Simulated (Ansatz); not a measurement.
# What a change does: single-point calculation on Ta

System: Ta (Cmcm, 2 atoms in the cell).
Method of the first run: DFT PBE, scalar-relativistic, plane waves, PAW, no spin polarisation (Ansatz 0.2.0).

The structure derives from an entry of the Crystallography Open Database. Text and figures count atoms from 1; the logs count them from 0 in places.

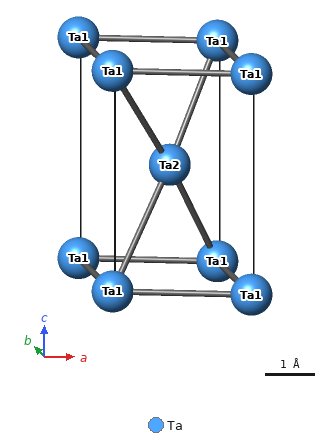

Figure 1. The input geometry (ball-and-stick view of the cell of the calculation, seen slightly off an axis; atoms are numbered from 1 in the order of the input). An atom can appear more than once, as a periodic image.

Input file, the first run:
```yaml
crystal:
  lattice:
    - [-1.6593948201, 1.6593948201, 1.6593948201]
    - [1.6593948201, -1.6593948201, 1.6593948201]
    - [3.3187896402, 3.3187896402, 0.0]
  atoms:
    - { symbol: Ta, position: [-0.0225986001, -0.0225986001, 0.0] }
    - { symbol: Ta, position: [0.5225986001, 0.5225986001, 0.5] }
basis:
  ecutwfc: 420
kpoints:
  mp_grid: { grid: [22, 22, 14] }
hamiltonian:
  xc: pbe
scf:
  occupations: { method: gaussian, width: 0.15 }
output:
  forces: true
  stress: true
  eigenvalues: true
```

Launched with:
```bash
ansatz run input.yaml --threads 2 --pin off --max-ram 5120MiB --backend cpu --events-out ev --progress --plain --runs-dir out
```

Hardware: 2 threads of Intel Xeon @ 2.50GHz (Skylake/Cascade Lake), 189 GiB of memory available, shared host.

Output, shortened to warnings, some set-up lines, iterations and results (the first run):
```
Basis set: ecut = 420 eV, 729 PW (Γ), exchange–correlation on 40×40×64 points (8 copies of the dense FFT grid, shifted against one another)
Symmetry: 8 space group operations
k-points: 1064 of 6776
Initial density: superposition of atomic densities (neutral atoms: chi_scale 0, normalization atom), corrected by the library's trained network
[...]
SCF iter   1: F=—  HF=-19864.439550 eV  |F-HF|=—  |Δ(HF+E_count)|=         —  Δρ=2.31e-3  dr2=6.72e-4  ethr=1.77e-3  ⟨swp⟩=5.0  Hψ=78476  notcnv=0
SCF iter   2: F=—  HF=-19864.440036 eV  |F-HF|=—  |Δ(HF+E_count)|=   4.86e-4  Δρ=1.30e-3  dr2=2.66e-4  ethr=2.59e-6  ⟨swp⟩=2.5  Hψ=39949  notcnv=0
SCF iter   3: F=—  HF=-19864.440182 eV  |F-HF|=—  |Δ(HF+E_count)|=   1.46e-4  Δρ=3.95e-4  dr2=3.56e-5  ethr=1.02e-6  ⟨swp⟩=3.0  Hψ=32447  notcnv=0
SCF iter   4: F=—  HF=-19864.440185 eV  |F-HF|=—  |Δ(HF+E_count)|=   3.03e-6  Δρ=1.54e-4  dr2=3.82e-6  ethr=1.37e-7  ⟨swp⟩=2.9  Hψ=31885  notcnv=0
SCF iter   5: F=—  HF=-19864.440183 eV  |F-HF|=—  |Δ(HF+E_count)|=   1.44e-6  Δρ=3.06e-5  dr2=1.08e-7  ethr=1.47e-8  ⟨swp⟩=2.1  Hψ=30120  notcnv=0
SCF iter   6: F=-19864.440183 eV  HF=-19864.440183 eV  |F-HF|=6.05e-9  |Δ(HF+E_count)|=   1.39e-9  Δρ=5.60e-6  dr2=8.10e-9  ethr=3.85e-10  ⟨swp⟩=4.6  Hψ=70025  notcnv=0
SCF 1 converged in 6 iterations: F = -19864.440183 eV  dr2 = 8.10e-9
SCF converged after 6 iterations
Free energy (F): -19864.440183 eV
Harris-Foulkes:  -19864.440183 eV  (|F-HF|=6.05e-9)
Internal energy: -19864.408417 eV  (E = F + TS)
E sigma→0 (E₀):  -19864.424300 eV
Entropy (-TS):   -0.031766 eV (-15.883 meV/atom)
Fermi energy:    18.348690 eV
--- Per-component energies (eV) ---
  E_band       = -214.955336
  E_kinetic    = 731.446345
  E_local      = -1113.971325  (includes V_loc(G=0)·N_el)
  E_nonlocal   = 29.597521
  E_hartree    = 385.868910
  E_xc         = -436.722359
  E_vxc        = -407.837019  (∫ρ·V_xc dr)
  E_paw        = -16793.244553  (= ΣΔE_a)
  E_vpaw       = -225.930697  (= ΣTr[D̂ρ^β])
  E_aug_tail   = 0.000295  (compensation charges beyond the density's cutoff)
  E_ewald      = -2667.383250
  E_smearing   = -0.031766  (= −TS)
  E_closure    = -0.000000  (closes the sum)
  Σ components = -19864.440183   (vs F -19864.440183, Δ=0.00e0)
--- Forces (eV/Å), atoms counted from 1 ---
  atom   1  Ta     0.00000000     0.00000000     0.98073976
  atom   2  Ta     0.00000000     0.00000000    -0.98073976
  max |Σ_I F_I| component: 1.11e-16 eV/Å
--- Stress (GPa, compression-positive) ---
        0.903070       0.735209       0.000000
        0.735209       0.903070       0.000000
        0.000000       0.000000      -0.030371
  P = ⅓ Tr σ = 0.5919 GPa (5.919 kbar)
```

The input of the second run differs as follows (lines with − go, lines with + come):
```diff
-  mp_grid: { grid: [22, 22, 14] }
+  mp_grid: { grid: [11, 11, 7] }
```

What does this change do to the results?

The free energy of the second run is 1.6 meV per atom lower, which measures how much it depends on this numerical setting. The number of SCF iterations is the same. The irreducible k-points go from 1064 to 144. On the same kind of shared host the second run took about 0.11 times as long.

Output, shortened to warnings, some set-up lines, iterations and results (the second run):
```
Basis set: ecut = 420 eV, 729 PW (Γ), exchange–correlation on 40×40×64 points (8 copies of the dense FFT grid, shifted against one another)
Symmetry: 8 space group operations
k-points: 144 of 847
Initial density: superposition of atomic densities (neutral atoms: chi_scale 0, normalization atom), corrected by the library's trained network
[...]
SCF iter   1: F=—  HF=-19864.442732 eV  |F-HF|=—  |Δ(HF+E_count)|=         —  Δρ=2.31e-3  dr2=6.95e-4  ethr=1.77e-3  ⟨swp⟩=5.0  Hψ=10668  notcnv=0
SCF iter   2: F=—  HF=-19864.443167 eV  |F-HF|=—  |Δ(HF+E_count)|=   4.35e-4  Δρ=1.31e-3  dr2=2.76e-4  ethr=2.67e-6  ⟨swp⟩=2.5  Hψ=5357  notcnv=0
SCF iter   3: F=—  HF=-19864.443311 eV  |F-HF|=—  |Δ(HF+E_count)|=   1.43e-4  Δρ=3.95e-4  dr2=3.54e-5  ethr=1.06e-6  ⟨swp⟩=3.0  Hψ=4377  notcnv=0
SCF iter   4: F=—  HF=-19864.443314 eV  |F-HF|=—  |Δ(HF+E_count)|=   3.24e-6  Δρ=1.55e-4  dr2=3.76e-6  ethr=1.36e-7  ⟨swp⟩=2.8  Hψ=4267  notcnv=0
SCF iter   5: F=—  HF=-19864.443313 eV  |F-HF|=—  |Δ(HF+E_count)|=   1.36e-6  Δρ=3.18e-5  dr2=1.16e-7  ethr=1.45e-8  ⟨swp⟩=2.0  Hψ=4076  notcnv=0
SCF iter   6: F=-19864.443313 eV  HF=-19864.443313 eV  |F-HF|=6.19e-9  |Δ(HF+E_count)|=   4.70e-9  Δρ=5.61e-6  dr2=8.31e-9  ethr=3.85e-10  ⟨swp⟩=4.6  Hψ=9433  notcnv=0
SCF 1 converged in 6 iterations: F = -19864.443313 eV  dr2 = 8.31e-9
SCF converged after 6 iterations
Free energy (F): -19864.443313 eV
Harris-Foulkes:  -19864.443313 eV  (|F-HF|=6.19e-9)
Internal energy: -19864.415756 eV  (E = F + TS)
E sigma→0 (E₀):  -19864.429534 eV
Entropy (-TS):   -0.027557 eV (-13.778 meV/atom)
Fermi energy:    18.342378 eV
--- Per-component energies (eV) ---
  E_band       = -214.971637
  E_kinetic    = 731.403421
  E_local      = -1113.948222  (includes V_loc(G=0)·N_el)
  E_nonlocal   = 29.612903
  E_hartree    = 385.855163
  E_xc         = -436.716400
  E_vxc        = -407.830493  (∫ρ·V_xc dr)
  E_paw        = -16793.239666  (= ΣΔE_a)
  E_vpaw       = -225.921567  (= ΣTr[D̂ρ^β])
  E_aug_tail   = 0.000295  (compensation charges beyond the density's cutoff)
  E_ewald      = -2667.383250
  E_smearing   = -0.027557  (= −TS)
  E_closure    = -0.000000  (closes the sum)
  Σ components = -19864.443313   (vs F -19864.443313, Δ=0.00e0)
--- Forces (eV/Å), atoms counted from 1 ---
  atom   1  Ta     0.00000000     0.00000000     0.99555367
  atom   2  Ta     0.00000000     0.00000000    -0.99555367
  max |Σ_I F_I| component: 1.11e-16 eV/Å
--- Stress (GPa, compression-positive) ---
        0.772127       0.755086      -0.000000
        0.755086       0.772127      -0.000000
        0.000000       0.000000      -0.051777
  P = ⅓ Tr σ = 0.4975 GPa (4.975 kbar)
```

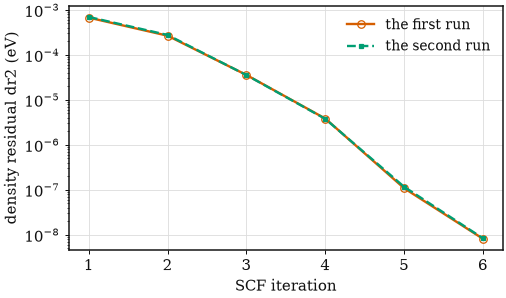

Figure 2. Convergence of the two runs: density residual dr2 against the SCF iteration. The first run takes 6 iterations in all, and the second run takes 6.

The two runs side by side:

| quantity | the first run | the second run |
| --- | --- | --- |
| outcome | converged | converged |
| free energy per atom (eV) | −9932.2201 | −9932.2217 |
| energy per atom, smearing taken to zero (eV) | −9932.2122 | −9932.2148 |
| gap on the mesh (eV) | 0.00 | 0.00 |
| pressure (GPa) | 0.59 | 0.50 |
| largest force (eV/Å) | 0.981 | 0.996 |
| SCF iterations | 6 | 6 |
| irreducible k-points | 1064 | 144 |
| plane waves at Γ | 729 | 729 |
| wall time (shared host) | 38 s | 4.3 s |

For both runs: Spin–orbit coupling is left out, which matters for Ta. For the second run: These settings are looser than, or depart from, a standard set-up, so the numbers are not reference values for this system.
